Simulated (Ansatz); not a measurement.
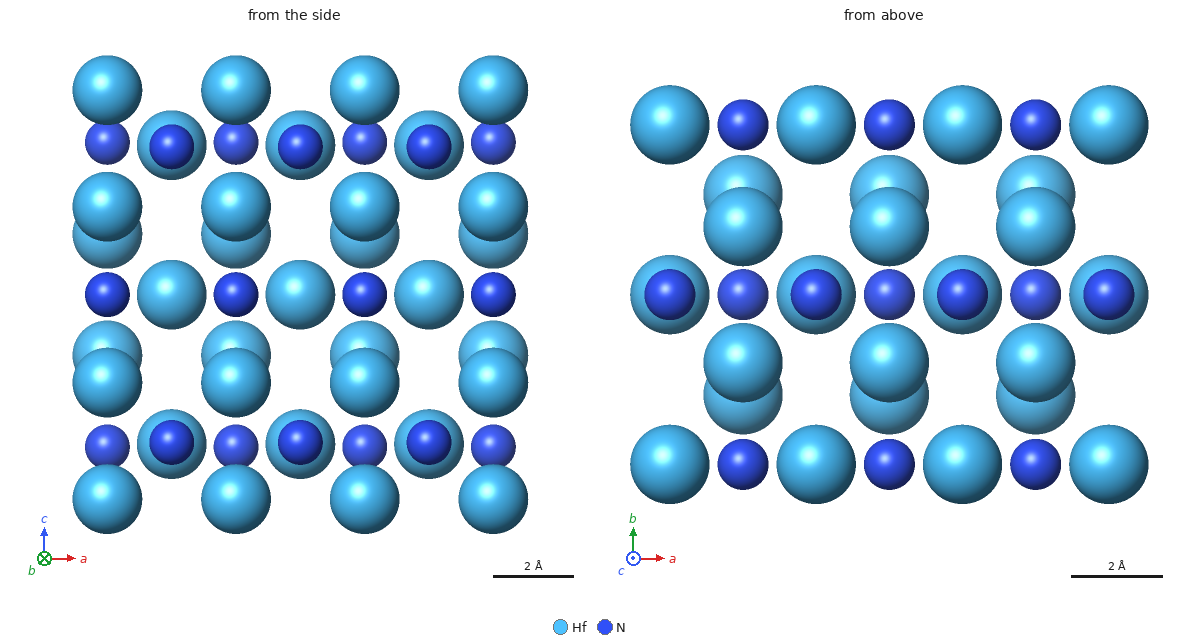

A spheres-only picture of a periodic slab, seen from the side and from above. The surface normal points up in side views; the vacuum is left out. 3×1 cells are drawn in the plane, with atoms at the edges repeated.

The cell holds 12 Hf, 6 N. The slab was cut from bulk Hf2N (P4_2/mnm).

Which species face the vacuum on either side?

Answer. The top face ends in Hf, the bottom face in Hf. The two faces are alike.

What is the slab's thickness, atom centre to atom centre?

Answer. About 10 Å from the lowest to the highest atom.

What layers make up the slab, from top to bottom?

Answer. Nine planes: Hf / HfN / Hf / Hf / HfN / Hf / Hf / HfN / Hf.

Which lattice plane is parallel to the surface?

Answer. (1 1 0).

Electronic-structure method: DFT PBEsol, scalar-relativistic, plane waves, PAW (Ansatz). Parameters: an energy cutoff of 420 eV, 11×5×1 k-mesh, Gaussian smearing of 0.1 eV, no spin polarisation.

What is the work function on either side?

Answer. 3.59 eV on both faces.

The structure comes from a structure listed in the Materials Project, from which a slab was cut. The atoms were relaxed in a fixed cell with DFT PBEsol, scalar-relativistic, plane waves, PAW (Ansatz).
